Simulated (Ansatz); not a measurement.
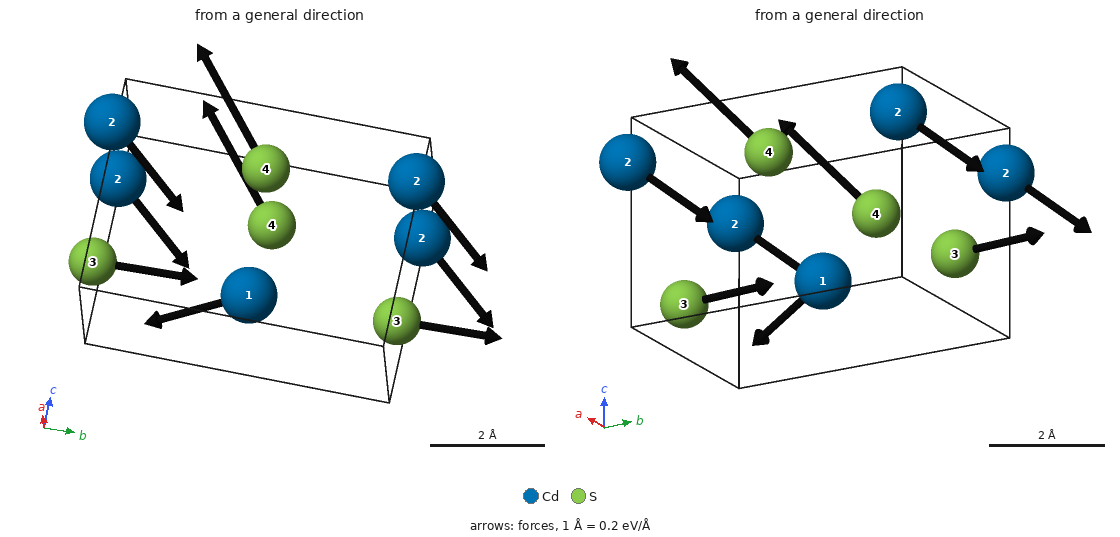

We look at a spheres-only model of the crystal from two general directions. Lines trace the edges of the simulation cell. The arrows are the computed forces on the atoms.

System: CdS. Theory: DFT PBE, scalar-relativistic, plane waves, PAW (Ansatz 0.2.0). Numerical settings: 420 eV cutoff, a 10×8×10 k-point mesh, Gaussian smearing of 0.05 eV, no spin polarisation.

> Judging by the arrows, is the geometry relaxed?

No. The atoms still feel forces of up to about 0.42 eV/Å, far above a usual threshold of 0.01 to 0.03 eV/Å.

> On which atom is the force largest?

S4, about 0.42 eV/Å.

> Mean force by element?

Mean magnitudes: about Cd 0.31 eV/Å, S 0.36 eV/Å.

Source of the structure: a structure listed in the Materials Project. The cell was then strained or its atoms displaced on purpose. Ansatz was used for an electronic-structure calculation on it.
